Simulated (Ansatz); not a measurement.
# PbO: what the fields show

Input

```
crystal:
  lattice:
    - [4.07376, 0.0, 0.0]
    - [0.0, 3.87504, 0.0]
    - [0.0, 0.0, 5.022]
  atoms:
    - { symbol: Pb, position: [0.0, 0.5, 0.2351] }
    - { symbol: Pb, position: [0.5, 0.0, 0.7649] }
    - { symbol: O, position: [0.0, 0.0, 0.0] }
    - { symbol: O, position: [0.5, 0.5, 0.0] }
basis:
  ecutwfc: 420
kpoints:
  mp_grid: { grid: [8, 8, 6] }
hamiltonian:
  xc: pbesol
scf:
  occupations: { method: gaussian, width: 0.05 }
output:
  forces: true
  stress: true
  eigenvalues: true
  write_density: true
  write_potential: true
  elf: true
  volumetric_format: npy
```

Launched as:

```sh
ansatz run input.yaml --threads 1 --pin off --max-ram 2560MiB --backend cpu --events-out ev --progress --plain --runs-dir out
```

Below, planes, directions and counts refer to the conventional cell (a = 3.88 Å, b = 4.07 Å, c = 5.02 Å, α = 90.00°, β = 90.00°, γ = 90.00°).

Space group Pmmn; changed on purpose from its base cell (strain +0.0250 x Voigt [1, -1, 0, 0, 0, 0], atoms carried along); not relaxed (largest force 0.4 eV/Å).

Level of theory: DFT PBEsol, scalar-relativistic, plane waves, PAW (Ansatz).

Core electrons are frozen (PAW), and the valence fields are smoothed inside the atomic spheres.

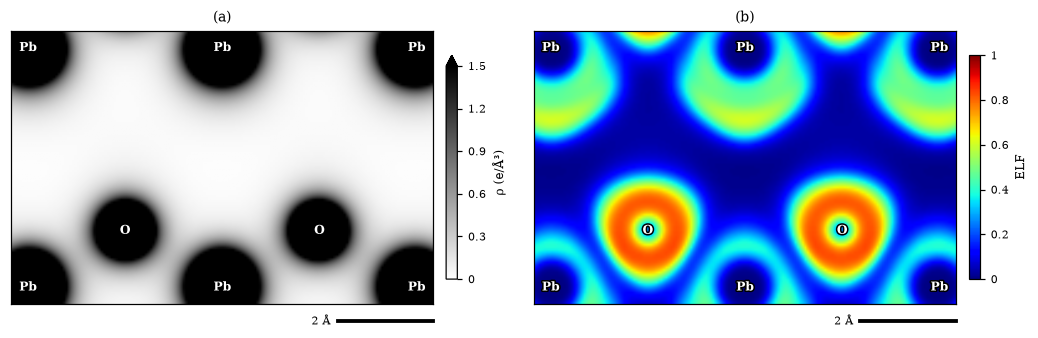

Figure 1. (a) valence electron density; (b) ELF on the (100) plane of the conventional cell.

Q: What do the fields say about this system?

A:
- The section cuts through Pb and O sites.
- Pb–O (2.35 Å): ρ at the midpoint is about 0.43 e/Å³; the ELF peaks at about 0.85 in the valence shell of O, 0.6 Å from its nucleus, and drops to about 0.20 between the two atoms.
- Between the atoms the lowest density in this plane is 0.01 e/Å³.

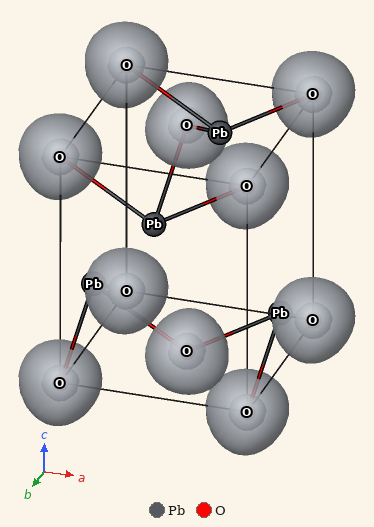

Figure 2. Isosurface of the ELF at 0.7 (grey), seen at an oblique angle. Core shells and regions of very low density are left out. Sticks mark near contacts.

Q: Identify the bonds, lone pairs and shells in this picture.

A: At this value the surface marks out two regions wrapped around O (the valence shell of each), counted in one cell of 4 atoms. Any copies at cell faces, edges or corners count once.


Pb–O (2.27 Å): the ELF peaks at about 0.80 in the valence shell of O, 0.6 Å from its nucleus, and drops to about 0.20 between the two atoms.

Q: Does the calculation make it a metal, or give it a gap?

A: It is gapped, with a Kohn–Sham gap of 1.2 eV on the k-point mesh (the band edges may lie off the mesh, which would make the gap smaller).
